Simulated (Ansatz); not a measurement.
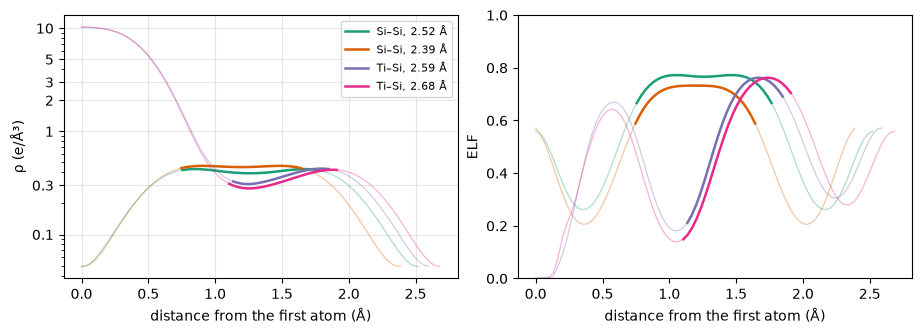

*TiSi$_{2}$. Valence pseudo-density and electron localisation function along straight lines between neighbouring atoms. Thin, pale parts lie inside the atomic spheres.*

Space group Cmcm; a structure from a database of computed crystals, not necessarily the ambient phase.

All numbers below come from Ansatz, Kohn-Sham DFT of a periodic cell, PBE, Ansatz PAW.

In a PAW calculation such maps are meaningful between the atoms, not at the nuclei.

```
CELL_PARAMETERS angstrom
3.56551 0.00000 0.00000
0.00000 13.65375 0.00000
0.00000 0.00000 3.56517
ATOMIC_POSITIONS crystal
Ti 0.00000 0.89688 0.75000
Ti 0.50000 0.39688 0.75000
Ti 0.00000 0.10312 0.25000
Ti 0.50000 0.60312 0.25000
Si 0.00000 0.24969 0.75000
Si 0.50000 0.74969 0.75000
Si 0.00000 0.75031 0.25000
Si 0.50000 0.25031 0.25000
Si 0.00000 0.55825 0.75000
Si 0.50000 0.05825 0.75000
Si 0.00000 0.44175 0.25000
Si 0.50000 0.94175 0.25000
```

What can be read from the curves?

Si–Si (2.52 Å): ρ is about 0.39 e/Å³ halfway; the ELF peaks at about 0.75 between the atoms.
Si–Si (2.39 Å): ρ at the midpoint is about 0.45 e/Å³; the ELF peaks at about 0.75 between the atoms.
Ti–Si (2.59 Å): ρ at the midpoint is about 0.31 e/Å³; the ELF peaks at about 0.75 in the valence shell of Si, 0.9 Å from its nucleus, and is about 0.45 at the midpoint.
Ti–Si (2.68 Å): ρ is about 0.29 e/Å³ halfway; the ELF peaks at about 0.75 in the valence shell of Si, 0.9 Å from its nucleus, and is about 0.45 at the midpoint.
